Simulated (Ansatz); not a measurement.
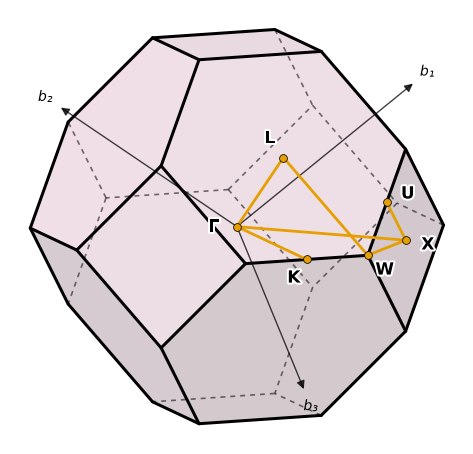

Crystal: Ir, the end point of a relaxation with Ansatz, DFT, r2SCAN, plane waves (500 eV) with PAW, scalar-relativistic; the starting structure was generated, so it need not be a known form of this composition. The figure shows the first Brillouin zone with its special points and a band path. The drawing is computed from the coordinates (standard cell, symmetry found to 0.002 Å).

Labels and path follow the convention of Hinuma et al. (2017), as computed by seekpath; the arrows show the directions of the reciprocal primitive vectors b₁, b₂, b₃.

**What lattice type do the shape and the labels point to?**

A face-centred cubic lattice (cF; extended symbol cF2). The zone is a truncated octahedron in its combinatorial type: 14 faces (6 with 4 edges, 8 with 6 edges), 36 edges, 24 vertices.

**Write the standard path through the labelled points.**

Γ–X–U | K–Γ–L–W–X
